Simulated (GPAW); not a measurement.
# SiC (P6_3mc): refractive index against wavelength

The refractive index of SiC (P6_3mc) along x below the direct gap (4.07 eV on the mesh) is read from one computed spectrum, n = √(Re ε). x, y and z are the Cartesian axes of the input cell.

Symmetry: P6_3mc, No. 186, hexagonal system. Conventional cell: a = 3.076 Å, b = 3.076 Å, c = 5.048 Å, α = 90.00°, β = 90.00°, γ = 120.00°. Around Si on site b lie 4 C at 1.87 to 1.94 Å. Around C on site b lie 4 Si at 1.87 to 1.94 Å.

Method: GPAW 26.7.0, PBE, RPA, k-mesh 12×12×7, local fields up to 70 eV, Lorentzian half width 0.12 eV.

Launch of the response step: `OMP_NUM_THREADS=1 python df.py`. The run took 2.5 min, its band step included, on 1 thread of Arm Neoverse V1, with other jobs on the host.

```
wavelength (nm)  photon energy E (eV)       n
           1310                 0.946  2.5762
           1064                 1.165  2.5856
            850                 1.459  2.6015
            700                 1.771  2.6231
            633                 1.959  2.6385
            532                 2.331  2.6755
            450                 2.755       ?
```

In the single-oscillator model n² − 1 = E₀E_d/(E₀² − E²), so 1/(n² − 1) = E₀/E_d − E²/(E₀E_d) is linear in E².

Working, on the rows shown:

| x = E² (eV²) | y = 1/(n² − 1) |
| --- | --- |
| 0.895757 | 0.177405 |
| 1.35784 | 0.175891 |
| 2.12762 | 0.173376 |
| 3.13716 | 0.170049 |
| 3.83641 | 0.167738 |
| 5.43137 | 0.162382 |

Means: x̄ = 2.7977, ȳ = 0.17114. Σ(x − x̄)(y − ȳ) = -0.04722, Σ(x − x̄)² = 14.27. Slope = -0.04722 / 14.27 = -0.003309; intercept = ȳ − slope · x̄ = 0.1804. Turned back into n, the line misses the rows shown by at most 0.0003.

Task: Fill in the last column of the withheld row.

Result: At x = 7.5912 the line gives y = 0.15528, that is 2.7277. The run gave 2.7297, so the extrapolation is off by 0.002, 1.3 % of the range in the table.

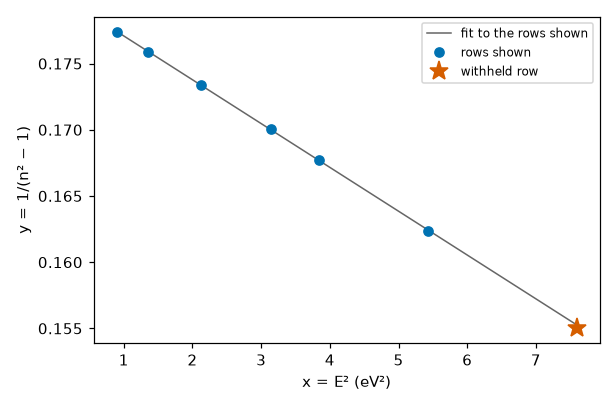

Refitted with all rows, the slope is -0.003342 and the intercept 0.18047. These give E₀ = √(intercept/−slope) = 7.35 eV and E_d = E₀/intercept = 40.7 eV; E₀ is 1.8 times the direct gap. The electronic limit at long wavelengths, without lattice vibrations, is n = √(1 + 1/intercept) = 2.558. Excitons are left out; PBE gaps are as a rule too small. The values come from a sum over the points of one k-mesh and carry its error, which grows as the direct gap shrinks.

[Logs are printed without paths, hosts, clocks, repeated set-up lines and the standing remarks that a program may print on its own settings, such as how far it seeks lower states.]
